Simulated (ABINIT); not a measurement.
# Dielectric calculation of AlN (part 1 of 2)

AlN (2 atoms in the cell), computed with Kohn-Sham DFT of a periodic cell, PBEsol, PseudoDojo NC SR PBEsol v0.4 stringent, no spin polarisation (ABINIT 10.8.3).

The structure derives from a Materials Project entry.

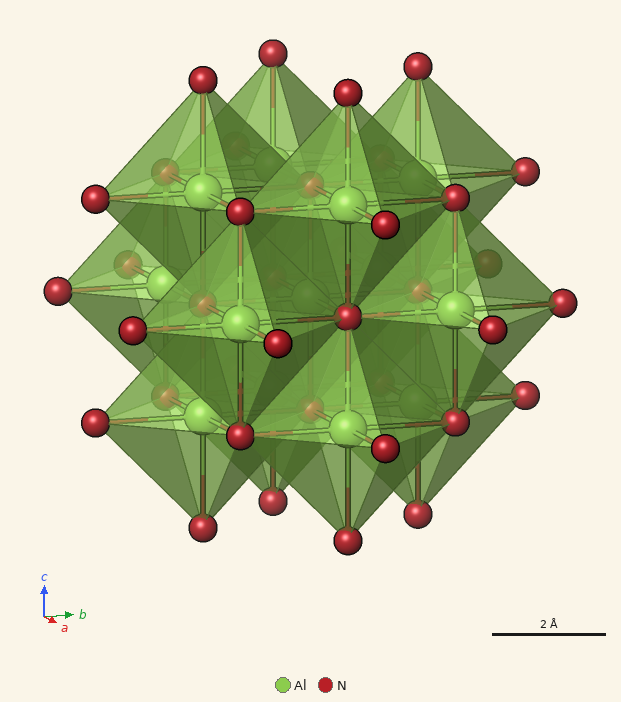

The input geometry (polyhedral view of the cell 4 times as large as that of the calculation, set on its symmetry axes, seen slightly off an axis; polyhedra are completed across the faces of the cell).

The input
```
# Datasets
ndtset 3

# Pseudopotentials
pp_dirpath "./"
pseudos "Al.upf, N.upf"

# Structure
acell 3*1.0
rprim
     0.0000000000     3.8209745967     3.8209745967
     3.8209745967     0.0000000000     3.8209745967
     3.8209745967     3.8209745967     0.0000000000
ntypat 2
znucl 13 7
natom 2
typat 1 2
chkprim 0
chksymtnons 0
tolsym 1.0e-6
xred
            1/2            1/2            1/2
            0.0            0.0            0.0

# Plane-wave basis
ecut 42.0
ecutsm 0.5

# k points
ngkpt 4 4 4
nshiftk 4
shiftk
     0.5000000000     0.5000000000     0.5000000000
     0.5000000000     0.0000000000     0.0000000000
     0.0000000000     0.5000000000     0.0000000000
     0.0000000000     0.0000000000     0.5000000000

# Exchange and correlation
ixc -116133

# Bands and occupations
nband 4
occopt 1

# SCF cycle
nstep 80
diemac 6.0

# Output
prteig 0
prtebands 0
prtwf 0
prtden 0
prtpot 0

# Dataset 1: ground state
kptopt1 1
tolvrs1 1.0e-15
prtwf1 1

# Dataset 2: derivatives of the wave functions by k
iscf2 -3
rfelfd2 2
rfdir2 1 1 1
getwfk2 1
kptopt2 2
nqpt2 1
qpt2 0.0 0.0 0.0
tolwfr2 1.0e-18
prtwf2 1

# Dataset 3: response at q = 0 to electric field
rfelfd3 3
rfdir3 1 1 1
getwfk3 1
getddk3 2
kptopt3 2
nqpt3 1
qpt3 0.0 0.0 0.0
tolvrs3 1.0e-9
```

File mrgddb.in
```
merged_DDB
AlN
2
runo_DS1_DDB
runo_DS3_DDB
```

File anaddb.abi
```
ddb_filepath "merged_DDB"
output_file "anaddb.abo"
outdata_prefix "ana"
asr 1
chneut 1
dipdip 1
dieflag 2
enunit 0
```

Run on 1 thread of Arm Neoverse V1, 24 GiB of memory available, shared host.

Run as:
```bash
abinit run.abi > log 2>&1
mrgddb < mrgddb.in > mrgddb.log 2>&1
anaddb anaddb.abi > anaddb.log 2>&1
```

What the program printed
```
.Version 10.8.3 of ABINIT
 DATASET    1 : space group Fm -3 m (#225); Bravais cF (face-center cubic)
================================================================================
 Values of the parameters that define the memory need for DATASET  1.
     intxc =       0    ionmov =       0      iscf =       7    lmnmax =       6
     lnmax =       6     mgfft =      32  mpssoang =       3    mqgrid =    3001
     natom =       2  nloc_mem =       1    nspden =       1   nspinor =       1
    nsppol =       1      nsym =      48    n1xccc =    2501    ntypat =       2
    occopt =       1   xclevel =       2
       mpw =        1456          nfft =       32768          nkpt =          10
================================================================================
================================================================================

 DATASET    2 : space group Fm -3 m (#225); Bravais cF (face-center cubic)
================================================================================
 Values of the parameters that define the memory need for DATASET  2 (RF).
     intxc =       0      iscf =      -3    lmnmax =       6     lnmax =       6
     mgfft =      32  mpssoang =       3    mqgrid =    3001     natom =       2
  nloc_mem =       1    nspden =       1   nspinor =       1    nsppol =       1
      nsym =      48    n1xccc =    2501    ntypat =       2    occopt =       1
   xclevel =       2
      nfft =       32768          nkpt =         128
================================================================================
================================================================================

 DATASET    3 : space group Fm -3 m (#225); Bravais cF (face-center cubic)
================================================================================
 Values of the parameters that define the memory need for DATASET  3 (RF).
     intxc =       0      iscf =       7    lmnmax =       6     lnmax =       6
     mgfft =      32  mpssoang =       3    mqgrid =    3001     natom =       2
  nloc_mem =       1    nspden =       1   nspinor =       1    nsppol =       1
      nsym =      48    n1xccc =    2501    ntypat =       2    occopt =       1
   xclevel =       2
      nfft =       32768          nkpt =         128
================================================================================
================================================================================

--------------------------------------------------------------------------------
------------- Echo of variables that govern the present computation ------------
--------------------------------------------------------------------------------
 -outvars: echo values of preprocessed input variables --------
            acell      1.0000000000E+00  1.0000000000E+00  1.0000000000E+00 Bohr
              amu      2.69815390E+01  1.40067400E+01
          chkprim           0
      chksymtnons           0
           diemac      6.00000000E+00
             ecut      4.20000000E+01 Hartree
           ecutsm      5.00000000E-01 Hartree
           getddk1          0
           getddk2          0
           getddk3          2
           getwfk1          0
           getwfk2          1
           getwfk3          1
             iscf1          7
             iscf2         -3
             iscf3          7
              ixc     -116133
           jdtset        1    2    3
                       outvar_i_n : Printing only first  50 k-points.
           kptopt1          1
           kptopt2          2
           kptopt3          2
         kptrlatt        4   -4    4     -4    4    4     -4   -4    4
          kptrlen      3.05677968E+01
            natom           2
            nband1          4
            nband2          4
            nband3          4
           ndtset           3
            ngfft          32      32      32
             nkpt1         10
             nkpt2        128
             nkpt3        128
             nqpt1          0
             nqpt2          1
             nqpt3          1
            nstep          80
             nsym          48
           ntypat           2
        optdriver1          0
        optdriver2          1
        optdriver3          1
           prtden           0
        prtebands           0
           prteig           0
            prtwf1          1
            prtwf2          1
            prtwf3          0
           rfelfd1          0
           rfelfd2          2
           rfelfd3          3
            rprim      0.0000000000E+00  3.8209745967E+00  3.8209745967E+00
                       3.8209745967E+00  0.0000000000E+00  3.8209745967E+00
                       3.8209745967E+00  3.8209745967E+00  0.0000000000E+00
           shiftk      5.00000000E-01  5.00000000E-01  5.00000000E-01
          spgroup         225
           tolsym      1.00000000E-06
           tolvrs1     1.00000000E-15
           tolvrs2     0.00000000E+00
           tolvrs3     1.00000000E-09
           tolwfr1     0.00000000E+00
           tolwfr2     1.00000000E-18
           tolwfr3     0.00000000E+00
            typat      1  2
                       outvars : Printing only first  50 k-points.
           xangst      2.0219726786E+00  2.0219726786E+00  2.0219726786E+00
                       0.0000000000E+00  0.0000000000E+00  0.0000000000E+00
            xcart      3.8209745967E+00  3.8209745967E+00  3.8209745967E+00
                       0.0000000000E+00  0.0000000000E+00  0.0000000000E+00
             xred      5.0000000000E-01  5.0000000000E-01  5.0000000000E-01
                       0.0000000000E+00  0.0000000000E+00  0.0000000000E+00
            znucl       13.00000    7.00000

================================================================================

 chkinp: Checking input parameters for consistency, jdtset=   1.

 chkinp: Checking input parameters for consistency, jdtset=   2.

 chkinp: Checking input parameters for consistency, jdtset=   3.

================================================================================
== DATASET  1 ==================================================================

--- !DatasetInfo
iteration_state: {dtset: 1, }
dimensions: {natom: 2, nkpt: 10, mband: 4, nsppol: 1, nspinor: 1, nspden: 1, mpw: 1456, }
cutoff_energies: {ecut:  42.0, pawecutdg:  -1.0, }
electrons: {nelect:   8.00000000E+00, charge:   0.00000000E+00, occopt:   1.00000000E+00, tsmear:   1.00000000E-02, }
meta: {optdriver: 0, ionmov: 0, optcell: 0, iscf: 7, paral_kgb: 0, }
...

 Real(R)+Recip(G) space primitive vectors, cartesian coordinates (Bohr,Bohr^-1):
 R(1)=  0.0000000  3.8209746  3.8209746  G(1)= -0.1308567  0.1308567  0.1308567
 R(2)=  3.8209746  0.0000000  3.8209746  G(2)=  0.1308567 -0.1308567  0.1308567
 R(3)=  3.8209746  3.8209746  0.0000000  G(3)=  0.1308567  0.1308567 -0.1308567
 Unit cell volume ucvol=  1.1157129E+02 bohr^3
 Angles (23,13,12)=  6.00000000E+01  6.00000000E+01  6.00000000E+01 degrees

 getcut: wavevector=  0.0000  0.0000  0.0000  ngfft=  32  32  32
         ecut(hartree)=     42.000   => boxcut(ratio)=   2.02988

--- Pseudopotential description ------------------------------------------------
- pspini: atom type   1  psp file is ./Al.upf
  13.00000   3.00000  180301                  znucl, zion, pspdat
12 -116133 2 -1 1876                          pspcod,pspxc,lmax,lloc,mmax
     nproj     2     2     2

- pspini: atom type   2  psp file is ./N.upf
   7.00000   5.00000  180301                  znucl, zion, pspdat
12 -116133 1 -1 1058                          pspcod,pspxc,lmax,lloc,mmax
     nproj     2     2     0

   4.76014214E+01                                ecore*ucvol(ha*bohr**3)
--------------------------------------------------------------------------------

================================================================================

--- !BeginCycle
iteration_state: {dtset: 1, }
solver: {iscf: 7, nstep: 80, nline: 4, wfoptalg: 0, }
tolerances: {tolvrs: 1.00E-15, }
...

     iter   Etot(hartree)      deltaE(h)  residm     vres2
 ETOT  1  -12.653504708156    -1.265E+01 1.830E-01 3.566E+02
 ETOT  2  -12.695199586143    -4.169E-02 1.315E-04 2.517E+02
 ETOT  3  -12.757839089388    -6.264E-02 1.162E-03 1.247E+00
 ETOT  4  -12.758106411148    -2.673E-04 4.347E-06 3.217E-04
 ETOT  5  -12.758106580254    -1.691E-07 2.189E-08 2.958E-05
 ETOT  6  -12.758106586763    -6.508E-09 3.827E-10 3.346E-07
 ETOT  7  -12.758106586841    -7.849E-11 2.451E-12 1.305E-09
 ETOT  8  -12.758106586841    -2.469E-13 4.377E-14 5.622E-12
 ETOT  9  -12.758106586841     8.171E-14 6.748E-16 6.738E-14
 ETOT 10  -12.758106586841     8.171E-14 2.872E-17 3.302E-15
 ETOT 11  -12.758106586841     4.263E-14 5.658E-19 1.268E-18

 At SCF step   11       vres2   =  1.27E-18 < tolvrs=  1.00E-15 =>converged.

 Cartesian components of stress tensor (hartree/bohr^3)
  sigma(1 1)=  1.90906998E-07  sigma(3 2)=  0.00000000E+00
  sigma(2 2)=  1.90906998E-07  sigma(3 1)=  0.00000000E+00
  sigma(3 3)=  1.90906998E-07  sigma(2 1)=  0.00000000E+00

--- !ResultsGS
iteration_state: {dtset: 1, }
comment   : Summary of ground state results
lattice_vectors:
- [  0.0000000,   3.8209746,   3.8209746, ]
- [  3.8209746,   0.0000000,   3.8209746, ]
- [  3.8209746,   3.8209746,   0.0000000, ]
lattice_lengths: [   5.40367,    5.40367,    5.40367, ]
lattice_angles: [ 60.000,  60.000,  60.000, ] # degrees, (23, 13, 12)
lattice_volume:   1.1157129E+02
convergence: {deltae:  4.263E-14, res2:  1.268E-18, residm:  5.658E-19, diffor: null, }
etotal    :  -1.27581066E+01
entropy   :   0.00000000E+00
fermie    :   3.48507389E-01
cartesian_stress_tensor: # hartree/bohr^3
- [  1.90906998E-07,   0.00000000E+00,   0.00000000E+00, ]
- [  0.00000000E+00,   1.90906998E-07,   0.00000000E+00, ]
- [  0.00000000E+00,   0.00000000E+00,   1.90906998E-07, ]
pressure_GPa:  -5.6167E-03
xred      :
- [  5.0000E-01,   5.0000E-01,   5.0000E-01, Al]
- [  0.0000E+00,   0.0000E+00,   0.0000E+00,  N]
cartesian_forces: # hartree/bohr
- [ -0.00000000E+00,  -0.00000000E+00,  -0.00000000E+00, ]
- [ -0.00000000E+00,  -0.00000000E+00,  -0.00000000E+00, ]
force_length_stats: {min:   0.00000000E+00, max:   0.00000000E+00, mean:   0.00000000E+00, }
...

 Integrated electronic density in atomic spheres:
 ------------------------------------------------
 Atom  Sphere_radius  Integrated_density
    1        2.00000          1.04566540
    2        2.00000          5.43008348
================================================================================

 ----iterations are completed or convergence reached----

 Mean square residual over all n,k,spin=   22.650E-21; max=  56.583E-20
 reduced coordinates (array xred) for    2 atoms
       0.500000000000      0.500000000000      0.500000000000
       0.000000000000      0.000000000000      0.000000000000
 rms dE/dt=  0.0000E+00; max dE/dt=  0.0000E+00; dE/dt below (all hartree)
    1       0.000000000000      0.000000000000      0.000000000000
    2       0.000000000000      0.000000000000      0.000000000000

 cartesian coordinates (angstrom) at end:
    1      2.02197267864119     2.02197267864119     2.02197267864119
    2      0.00000000000000     0.00000000000000     0.00000000000000

 cartesian forces (hartree/bohr) at end:
    1     -0.00000000000000    -0.00000000000000    -0.00000000000000
    2     -0.00000000000000    -0.00000000000000    -0.00000000000000
 frms,max,avg= 0.0000000E+00 0.0000000E+00   0.000E+00  0.000E+00  0.000E+00 h/b

 cartesian forces (eV/Angstrom) at end:
    1     -0.00000000000000    -0.00000000000000    -0.00000000000000
    2     -0.00000000000000    -0.00000000000000    -0.00000000000000
 frms,max,avg= 0.0000000E+00 0.0000000E+00   0.000E+00  0.000E+00  0.000E+00 e/A
 length scales=  1.000000000000  1.000000000000  1.000000000000 bohr
              =  0.529177210544  0.529177210544  0.529177210544 angstroms
 Fermi (or HOMO) energy (hartree) =   0.34851   Average Vxc (hartree)=  -0.44693
 Eigenvalues (hartree) for nkpt=  10  k points:
 kpt#   1, nband=  4, wtk=  0.09375, kpt= -0.1250 -0.2500  0.0000 (reduced coord)
  -0.24692    0.22803    0.31683    0.31948
 prteigrs : prtvol=0 or 1, do not print more k-points.

--- !EnergyTerms
iteration_state     : {dtset: 1, }
comment             : Components of total free energy in Hartree
kinetic             :  8.29288722480292E+00
hartree             :  2.22532966706146E+00
xc                  : -4.26329480384342E+00
Ewald energy        : -1.23382982726552E+01
psp_core            :  4.26645799426120E-01
local_psp           : -6.39354889265419E+00
non_local_psp       : -7.07827308978789E-01
total_energy        : -1.27581065868411E+01
total_energy_eV     : -3.47165766101928E+02
band_energy         :  9.68068100099856E-01
...

 Cartesian components of stress tensor (hartree/bohr^3)
  sigma(1 1)=  1.90906998E-07  sigma(3 2)=  0.00000000E+00
  sigma(2 2)=  1.90906998E-07  sigma(3 1)=  0.00000000E+00
  sigma(3 3)=  1.90906998E-07  sigma(2 1)=  0.00000000E+00

-Cartesian components of stress tensor (GPa)         [Pressure= -5.6167E-03 GPa]
- sigma(1 1)=  5.61667780E-03  sigma(3 2)=  0.00000000E+00
- sigma(2 2)=  5.61667780E-03  sigma(3 1)=  0.00000000E+00
- sigma(3 3)=  5.61667780E-03  sigma(2 1)=  0.00000000E+00

================================================================================
== DATASET  2 ==================================================================

--- !DatasetInfo
iteration_state: {dtset: 2, }
dimensions: {natom: 2, nkpt: 128, mband: 4, nsppol: 1, nspinor: 1, nspden: 1, mpw: 1456, }
cutoff_energies: {ecut:  42.0, pawecutdg:  -1.0, }
electrons: {nelect:   8.00000000E+00, charge:   0.00000000E+00, occopt:   1.00000000E+00, tsmear:   1.00000000E-02, }
meta: {optdriver: 1, rfelfd: 2, }
...

 mkfilename : getwfk/=0, take file _WFK from output of DATASET   1.
```
